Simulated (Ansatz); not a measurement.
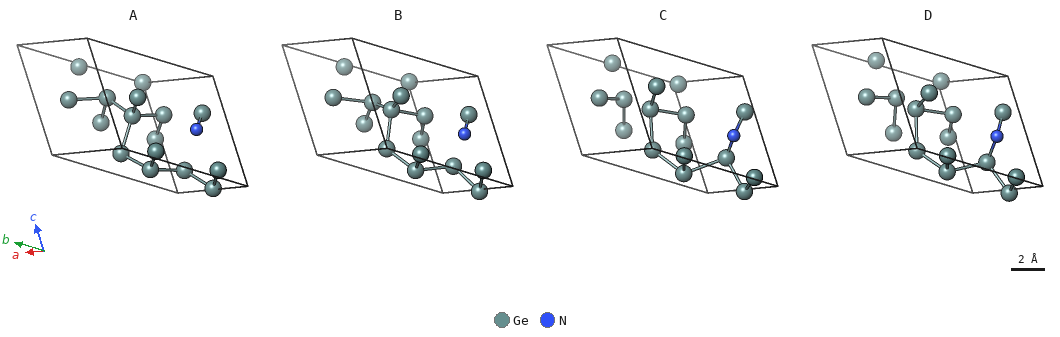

Molecular dynamics of Ge with an interstitial N (17 atoms in the cell), 240 fs long. 4 frames in shuffled order; frame A is the first. A ball-and-stick model of the reduced simulation cell, seen from a free direction. Atoms are followed out of the cell. Bonds to atoms that aren't drawn are left out. Lengths and directions refer to the drawn axes.

Method: Ansatz 0.2.0, DFT PBEsol, scalar-relativistic, plane waves, PAW. Settings: plane-wave cutoff 420 eV; k-point mesh 2 × 2 × 2; Fermi-Dirac smearing 0.05 eV; low-accuracy preset; constant energy (NVE); velocities drawn for 2400 K; time step 1.5 fs.

> Put the frames in order of time.

A, B, D, C, at 0 fs, 54 fs, 124 fs, 240 fs; the root-mean-square distance from the start grows as 0.00, 0.30, 0.58, 0.87 Å. In the second half of the run the atoms are, in the root-mean-square, this far from where they began (common drift taken out): Ge 0.76 Å, N 0.53 Å. Against the typical shortest distance between atoms in the first frame, about 2.4 Å these are large excursions, but over 240 fs one can't yet tell strong vibration from the start of diffusion.

Limits of the set-up: the cell has an odd number of electrons but was run without spin polarisation; the k-point mesh is coarse for a cell with partly filled bands; the program's low-accuracy preset was used; the periodic images lie only 8.0 Å apart, so the values are limited by the cell's size.

PAW datasets: the set soft_1.
